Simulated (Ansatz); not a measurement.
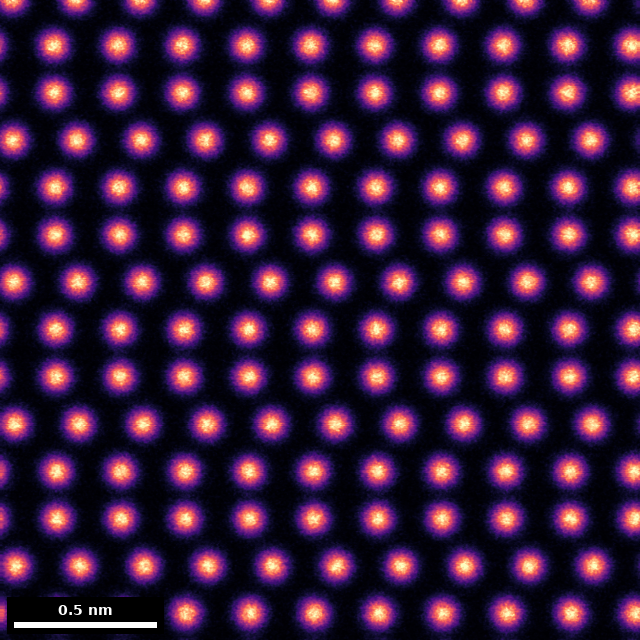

Z-contrast image of a crystal. Simulation: incoherent imaging, intensity Z^1.7 per atom, probe width 0.77 Å, thin sample. Shot noise and a slight drift were added.

Give the net of the columns and its spacings.

Answer. The pattern repeats on a rectangular net of 2.3 × 5.0 Å.

Which plane group does this projection have?

Answer. pm: parallel mirror lines, no rotation.

How many columns does the smallest repeating cell hold, and how many levels of brightness?

Answer. 3 columns in the primitive cell of 11.2 Å², all of one brightness.

The crystal is Se (P3_121, No. 152) seen along [210]. Structure used: coordinates from a relaxation at fixed volume with Ansatz, DFT r2SCAN, scalar-relativistic, plane waves, PAW.
